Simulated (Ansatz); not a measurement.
**CdTe: geometry relaxation (part 1 of 2)**

CdTe (F-43m, 2 atoms in the cell), computed with DFT, PBE, PAW with Ansatz's default frozen-core files, scalar-relativistic, no spin polarisation (Ansatz 0.2.0).

The structure was built on a prototype by a generator; it need not be a known phase. It belongs to a series of runs on one base structure; here: bulk cell relaxed. Figures and captions count atoms from 1; the log counts them from 0 in places.

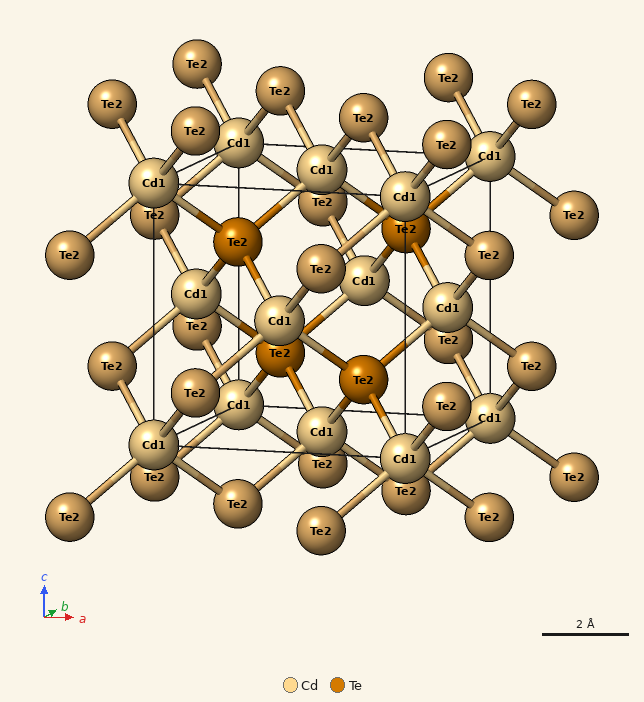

The input geometry (ball-and-stick view of the cell 4 times as large as that of the calculation, set on its symmetry axes, seen slightly off an axis; neighbours outside the cell are drawn fainter; atoms are numbered from 1 in the order of the input). An atom can appear more than once, as a periodic image. Near neighbours in the periodic cell (some may lie outside the picture): Cd has 4 Te at 2.69 Å; Te has 4 Cd at 2.69 Å.

**Key numbers**

| quantity | value |
| --- | --- |
| outcome | converged |
| space group (tolerance 0.01 Å) | F-43m (216) |
| electrons treated | 36 |
| free energy | −15235.3392 eV |
| Fermi energy | 6.922 eV |
| pressure | 0.04 GPa |
| final volume | 72.39 Å³ |
| largest force (length of the vector) at the end | under 0.001 eV/Å |
| final cell | a = 4.678 Å, b = 4.678 Å, c = 4.678 Å, α = 60.00°, β = 60.00°, γ = 60.00° |
| hardware | 2 threads of Arm Neoverse V1, 24 GiB of memory available, shared host |
| wall time | 13 s (CPU time 26 s) |
| peak memory | 0.37 GiB |

**Input**
```yaml
crystal:
  lattice:
    - [0.0, 3.107232506, 3.107232506]
    - [3.107232506, 0.0, 3.107232506]
    - [3.107232506, 3.107232506, 0.0]
  atoms:
    - { symbol: Cd, position: [0.0, 0.0, 0.0] }
    - { symbol: Te, position: [0.25, 0.25, 0.25] }
kpoints:
  mp_grid: { grid: [9, 9, 9] }
scf:
  occupations: { method: fermi_dirac, width: 0.02 }
hamiltonian:
  xc: pbe
  pseudopotentials: { kind: paw }
output:
  forces: true
  stress: true
  write_density: true
  write_potential: true
  elf: true
  volumetric_format: npy
relax:
  f_tol: 0.005
  max_steps: 40
  cell: {}
```

Command:
```bash
ansatz run input.yaml --threads 2 --pin off --max-ram 4096MiB --backend cpu --events-out ev --progress --plain --runs-dir out
```

**Output**
```
Engine: ansatz 0.2.0, aarch64-unknown-linux-gnu
Pseudopotentials: kind: paw
Pseudopotential: Cd, paw, valence charge 20, recommended cutoff 420 eV (normal), Cd.paw.azcp
Pseudopotential: Te, paw, valence charge 16, recommended cutoff 420 eV (normal), Te.paw.azcp
Functional definition: PBE
  parameter kappa = 0.804
  parameter beta = 0.06672455060314922
  exchange = pbe_x(kappa = kappa, mu = beta*pi^2/3)
  correlation = pbe_c(beta = beta)
Crystal: 2 atoms, lattice volume = 60.000 Å³
Basis set: ecut = 420 eV, 1211 PW (Γ), exchange–correlation on 60×60×60 points (8 copies of the dense FFT grid, shifted against one another)
Bands: 22, of which v1, the nominal top of the filled ones, is band 18 counted from 1 (17 counted from 0)
Symmetry: 24 space group operations
Space group: F-43m (ITA 216), of the structure as read, at distance tolerance 3.9e-5 Å
k-points: 35 of 729 (time reversal used)
Non-local potential: Cd, projectors of the file, l = 0: 3, l = 1: 2, l = 2: 2, l = 3: 1
Non-local potential: Te, projectors of the file, l = 0: 2, l = 1: 2, l = 2: 2, l = 3: 2
PAW form: soft (Blöchl's): semilocal exchange-correlation on the pseudo side does not see the compensation charge
PAW one-centre angular grid: Cd, 590 points (default); XC on 64 Gauss nodes
PAW one-centre angular grid: Te, 590 points (default); XC on 64 Gauss nodes
Initial density: superposition of atomic densities (neutral atoms: chi_scale 0, normalization atom), corrected by the library's trained network
Initial wavefunctions: pseudopotential atomic-orbital guess
Functional: x = pbe(κ = 0.804, μ = 0.2195149727645171), c = pbe(β = 0.06672455060314922)
SCF iter   1: F=—  HF=-15235.001567 eV  |F-HF|=—  |Δ(HF+E_count)|=         —  Δρ=1.25e-3  dr2=1.93e-3  ethr=1.77e-3  ⟨swp⟩=6.2  Hψ=3702  notcnv=0
preconditioner: auto → none  [insulator: Δε(μ)=1.150 eV  Ē_g=11.979 eV  σ=0.020 eV  W_gap=1.00  n_scr=14 (ndim 8)  ℏωp=20.3 eV  f_vac=0.153  D(μ)=0.00/eV (n_scr^D=0)  ε∞_Penn≈3.9]
SCF iter   2: F=—  HF=-15235.001048 eV  |F-HF|=—  |Δ(HF+E_count)|=   5.19e-4  Δρ=5.23e-4  dr2=1.59e-4  ethr=5.36e-6  ⟨swp⟩=2.2  Hψ=1520  notcnv=0
SCF iter   3: F=—  HF=-15235.001064 eV  |F-HF|=—  |Δ(HF+E_count)|=   1.57e-5  Δρ=1.90e-4  dr2=2.09e-5  ethr=4.42e-7  ⟨swp⟩=2.2  Hψ=1372  notcnv=0
SCF iter   4: F=—  HF=-15235.001074 eV  |F-HF|=—  |Δ(HF+E_count)|=   9.72e-6  Δρ=6.29e-5  dr2=1.87e-6  ethr=5.82e-8  ⟨swp⟩=2.0  Hψ=1077  notcnv=0
iter 5 did not close the SCF: its close was put off for the readings that it lacked (scf_convergence_deferred on its scf_iter line)
SCF iter   5: F=-15235.001079 eV  HF=-15235.001079 eV  |F-HF|=1.88e-7  |Δ(HF+E_count)|=   5.27e-6  Δρ=1.24e-5  dr2=5.99e-8  ethr=5.19e-9  ⟨swp⟩=2.0  Hψ=1085  notcnv=0
SCF iter   6: F=-15235.001079 eV  HF=-15235.001079 eV  |F-HF|=1.18e-9  |Δ(HF+E_count)|=   2.28e-7  Δρ=1.51e-6  dr2=7.93e-10  ethr=1.66e-10  ⟨swp⟩=6.9  Hψ=4681  notcnv=0
SCF 1 converged in 6 iterations: F = -15235.001079 eV  dr2 = 7.93e-10
  greatest PAW one-centre occupation: 1.000 electrons in one spin orbital (limit 2), on the Cd atom at site 0 (counted from 0), in its partial waves of l = 0
relax step   1: F+E_penalty+E_count = -15235.00107916 eV  Δ(F+E_penalty+E_count) = +0.000e0 eV  max|allowed force component| = 8.327e-17 eV/Å  Δτ_max = 0.0000 Å  P = +10.409 GPa  Ω = 60.000 Å³  (6 SCF iters, dr2 threshold 1.00e-7 eV, accepted)
Crystal: 2 atoms, lattice volume = 69.210 Å³
Basis set: ecut = 420 eV, 1363 PW (Γ), exchange–correlation on 60×60×60 points (8 copies of the dense FFT grid, shifted against one another)
Initial density: handed on by an earlier stage of this run
Initial wavefunctions: those handed on with the density
iter 1 solved again at ethr=1.71e-5 eV; its pass at ethr=3.10e-3 eV (dr2=6.16e-3 eV) is discarded
SCF iter   1: F=—  HF=-15235.319276 eV  |F-HF|=—  |Δ(HF+E_count)|=         —  Δρ=3.14e-3  dr2=6.32e-3  ethr=1.71e-5  ⟨swp⟩=2.0  Hψ=5161  notcnv=0
preconditioner: auto → none  [insulator: Δε(μ)=0.746 eV  Ē_g=11.357 eV  σ=0.020 eV  W_gap=1.00  n_scr=14 (ndim 8)  ℏωp=18.9 eV  f_vac=0.206  D(μ)=0.00/eV (n_scr^D=0)  ε∞_Penn≈3.8]
SCF iter   2: F=—  HF=-15235.319450 eV  |F-HF|=—  |Δ(HF+E_count)|=   1.74e-4  Δρ=1.15e-3  dr2=1.13e-3  ethr=1.71e-5  ⟨swp⟩=2.0  Hψ=1190  notcnv=0
SCF iter   3: F=—  HF=-15235.319936 eV  |F-HF|=—  |Δ(HF+E_count)|=   4.86e-4  Δρ=7.02e-4  dr2=2.97e-4  ethr=3.15e-6  ⟨swp⟩=2.0  Hψ=1225  notcnv=0
SCF iter   4: F=—  HF=-15235.319894 eV  |F-HF|=—  |Δ(HF+E_count)|=   4.24e-5  Δρ=1.14e-4  dr2=7.52e-6  ethr=8.26e-7  ⟨swp⟩=2.0  Hψ=1362  notcnv=0
SCF iter   5: F=—  HF=-15235.319903 eV  |F-HF|=—  |Δ(HF+E_count)|=   9.44e-6  Δρ=3.68e-5  dr2=7.68e-7  ethr=2.09e-8  ⟨swp⟩=2.1  Hψ=1078  notcnv=0
SCF iter   6: F=-15235.319905 eV  HF=-15235.319905 eV  |F-HF|=4.33e-8  |Δ(HF+E_count)|=   1.58e-6  Δρ=3.93e-6  dr2=1.18e-8  ethr=5.56e-10  ⟨swp⟩=9.5  Hψ=4814  notcnv=0
SCF 2 converged in 6 iterations: F = -15235.319905 eV  dr2 = 1.18e-8
relax step   2: F+E_penalty+E_count = -15235.31990470 eV  Δ(F+E_penalty+E_count) = -3.188e-1 eV  max|allowed force component| = 5.725e-17 eV/Å  Δτ_max = 0.0000 Å  P = +1.820 GPa  Ω = 69.210 Å³  energy of the carried Pulay correction = -2.154e-3 eV  (6 SCF iters, dr2 threshold 2.00e-7 eV, accepted)
Crystal: 2 atoms, lattice volume = 71.533 Å³
Basis set: ecut = 420 eV, 1411 PW (Γ), exchange–correlation on 60×60×60 points (8 copies of the dense FFT grid, shifted against one another)
iter 1 solved again at ethr=6.19e-7 eV; its pass at ethr=3.10e-3 eV (dr2=2.23e-4 eV) is discarded
SCF iter   1: F=—  HF=-15235.335782 eV  |F-HF|=—  |Δ(HF+E_count)|=         —  Δρ=5.94e-4  dr2=2.65e-4  ethr=6.19e-7  ⟨swp⟩=2.3  Hψ=5099  notcnv=0
preconditioner: auto → none  [insulator: Δε(μ)=0.630 eV  Ē_g=11.202 eV  σ=0.020 eV  W_gap=1.00  n_scr=14 (ndim 8)  ℏωp=18.6 eV  f_vac=0.207  D(μ)=0.00/eV (n_scr^D=0)  ε∞_Penn≈3.8]
SCF iter   2: F=—  HF=-15235.335793 eV  |F-HF|=—  |Δ(HF+E_count)|=   1.08e-5  Δρ=2.49e-4  dr2=5.12e-5  ethr=6.19e-7  ⟨swp⟩=1.9  Hψ=856  notcnv=0
SCF iter   3: F=—  HF=-15235.335795 eV  |F-HF|=—  |Δ(HF+E_count)|=   2.11e-6  Δρ=5.87e-5  dr2=3.78e-6  ethr=1.42e-7  ⟨swp⟩=2.0  Hψ=1085  notcnv=0
SCF iter   4: F=—  HF=-15235.335794 eV  |F-HF|=—  |Δ(HF+E_count)|=   4.29e-7  Δρ=1.81e-5  dr2=2.25e-7  ethr=1.05e-8  ⟨swp⟩=2.0  Hψ=1260  notcnv=0
SCF iter   5: F=-15235.335795 eV  HF=-15235.335795 eV  |F-HF|=3.30e-8  |Δ(HF+E_count)|=   1.50e-7  Δρ=1.01e-5  dr2=6.37e-8  ethr=5.56e-10  ⟨swp⟩=9.0  Hψ=4830  notcnv=0
SCF 3 converged in 5 iterations: F = -15235.335795 eV  dr2 = 6.37e-8
relax step   3: F+E_penalty+E_count = -15235.33579460 eV  Δ(F+E_penalty+E_count) = -1.589e-2 eV  max|allowed force component| = 3.672e-17 eV/Å  Δτ_max = 0.0000 Å  P = +0.474 GPa  Ω = 71.533 Å³  energy of the carried Pulay correction = -2.624e-3 eV  (5 SCF iters, dr2 threshold 2.00e-7 eV, accepted)
Crystal: 2 atoms, lattice volume = 72.390 Å³
iter 1 solved again at ethr=8.45e-8 eV; its pass at ethr=3.10e-3 eV (dr2=3.04e-5 eV) is discarded
SCF iter   1: F=—  HF=-15235.336978 eV  |F-HF|=—  |Δ(HF+E_count)|=         —  Δρ=2.01e-4  dr2=3.33e-5  ethr=8.45e-8  ⟨swp⟩=3.3  Hψ=4939  notcnv=0
preconditioner: auto → none  [insulator: Δε(μ)=0.591 eV  Ē_g=11.155 eV  σ=0.020 eV  W_gap=1.00  n_scr=14 (ndim 8)  ℏωp=18.5 eV  f_vac=0.207  D(μ)=0.00/eV (n_scr^D=0)  ε∞_Penn≈3.8]
SCF iter   2: F=—  HF=-15235.336973 eV  |F-HF|=—  |Δ(HF+E_count)|=   4.35e-6  Δρ=9.27e-5  dr2=6.77e-6  ethr=8.45e-8  ⟨swp⟩=1.9  Hψ=823  notcnv=0
SCF iter   3: F=—  HF=-15235.336975 eV  |F-HF|=—  |Δ(HF+E_count)|=   2.29e-6  Δρ=3.28e-5  dr2=1.24e-6  ethr=1.88e-8  ⟨swp⟩=2.0  Hψ=1085  notcnv=0
SCF iter   4: F=-15235.336975 eV  HF=-15235.336975 eV  |F-HF|=4.73e-10  |Δ(HF+E_count)|=   3.11e-7  Δρ=9.09e-6  dr2=5.47e-8  ethr=5.56e-10  ⟨swp⟩=7.0  Hψ=5231  notcnv=0
SCF 4 converged in 4 iterations: F = -15235.336975 eV  dr2 = 5.47e-8
relax step   4: F+E_penalty+E_count = -15235.33697516 eV  Δ(F+E_penalty+E_count) = -1.181e-3 eV  max|allowed force component| = 5.378e-17 eV/Å  Δτ_max = 0.0000 Å  P = +0.034 GPa  Ω = 72.390 Å³  energy of the carried Pulay correction = -2.791e-3 eV  (4 SCF iters, dr2 threshold 2.00e-7 eV, accepted)
Basis set: ecut = 420 eV, 1411 PW (Γ), exchange–correlation on 64×64×64 points (8 copies of the dense FFT grid, shifted against one another)
Initial wavefunctions: pseudopotential atomic-orbital guess (no wavefunctions were taken with the density)
iter 1 solved again at ethr=1.18e-7 eV; its pass at ethr=3.10e-3 eV (dr2=4.24e-5 eV) is discarded
SCF iter   1: F=—  HF=-15235.337074 eV  |F-HF|=—  |Δ(HF+E_count)|=         —  Δρ=3.89e-4  dr2=7.15e-6  ethr=1.18e-7  ⟨swp⟩=4.0  Hψ=5748  notcnv=0
preconditioner: auto → none  [insulator: Δε(μ)=0.590 eV  Ē_g=11.156 eV  σ=0.020 eV  W_gap=1.00  n_scr=14 (ndim 8)  ℏωp=18.5 eV  f_vac=0.205  D(μ)=0.00/eV (n_scr^D=0)  ε∞_Penn≈3.8]
SCF iter   2: F=—  HF=-15235.338671 eV  |F-HF|=—  |Δ(HF+E_count)|=   1.60e-3  Δρ=1.91e-4  dr2=1.61e-6  ethr=1.99e-8  ⟨swp⟩=3.0  Hψ=1449  notcnv=0
SCF iter   3: F=—  HF=-15235.339199 eV  |F-HF|=—  |Δ(HF+E_count)|=   5.28e-4  Δρ=3.23e-5  dr2=2.30e-7  ethr=4.47e-9  ⟨swp⟩=2.0  Hψ=1085  notcnv=0
SCF iter   4: F=—  HF=-15235.339209 eV  |F-HF|=—  |Δ(HF+E_count)|=   1.00e-5  Δρ=9.97e-6  dr2=2.42e-8  ethr=6.38e-10  ⟨swp⟩=2.0  Hψ=1369  notcnv=0
SCF iter   5: F=—  HF=-15235.339210 eV  |F-HF|=—  |Δ(HF+E_count)|=   9.72e-7  Δρ=2.15e-6  dr2=7.73e-10  ethr=6.71e-11  ⟨swp⟩=2.0  Hψ=1082  notcnv=0
SCF iter   6: F=—  HF=-15235.339210 eV  |F-HF|=—  |Δ(HF+E_count)|=   4.49e-8  Δρ=3.48e-7  dr2=5.10e-11  ethr=2.15e-12  ⟨swp⟩=2.7  Hψ=1381  notcnv=0
SCF iter   7: F=-15235.339210 eV  HF=-15235.339210 eV  |F-HF|=3.09e-11  |Δ(HF+E_count)|=   1.00e-9  Δρ=4.80e-8  dr2=1.15e-12  ethr=1.00e-12  ⟨swp⟩=6.7  Hψ=3452  notcnv=0
SCF 5 converged in 7 iterations: F = -15235.339210 eV  dr2 = 1.15e-12
relax step   5: F+E_penalty+E_count = -15235.33920982 eV  Δ(F+E_penalty+E_count) = -2.235e-3 eV  max|allowed force component| = 5.031e-17 eV/Å  Δτ_max = 0.0000 Å  P = +0.040 GPa  Ω = 72.390 Å³  stress off target by 4.01e-2 GPa  SCF on the basis re-selected at this cell (its energy is not comparable with the rows above)  (7 SCF iters)
```

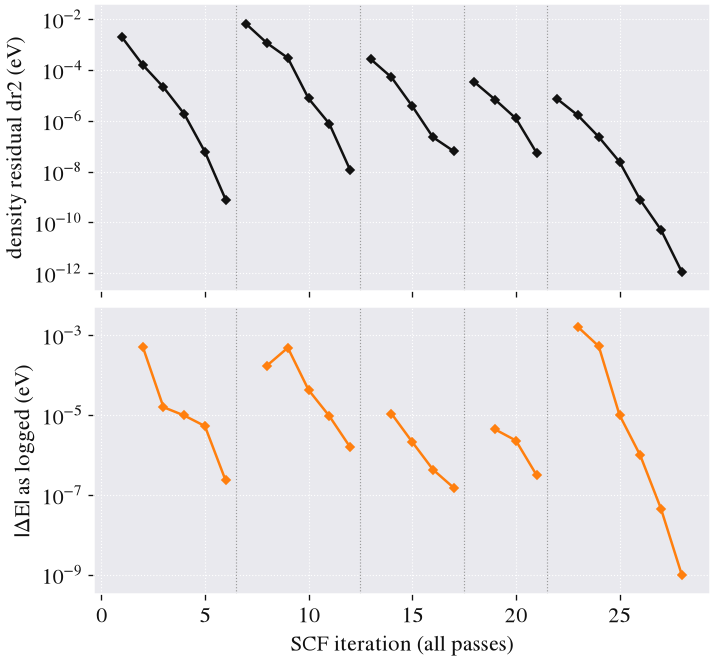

Convergence of the self-consistent field: density residual dr2 and size of the energy change against the SCF iteration. The dotted lines part the SCF passes of the relaxation: geometry steps, rejected trials and re-solves on a re-selected basis. The 5 passes take 4 to 7 iterations each, 28 in all.

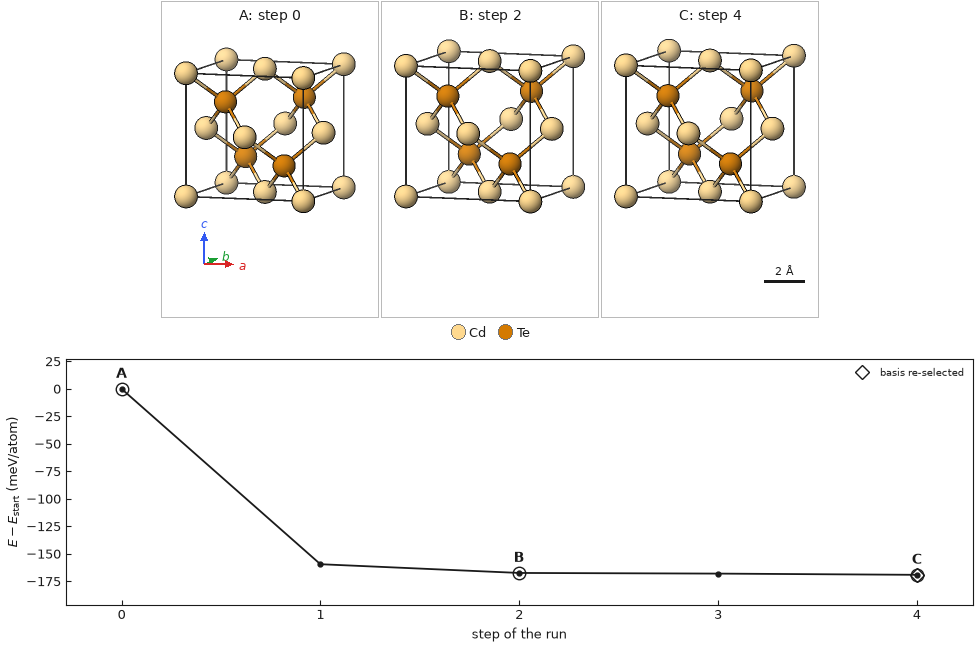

Frames of the relaxation (ball-and-stick view of the cell 4 times as large as that of the calculation, set on its symmetry axes, seen slightly off an axis) above the curves, on which the letters mark them (the first geometry is step 0 here and step 1 in the log).
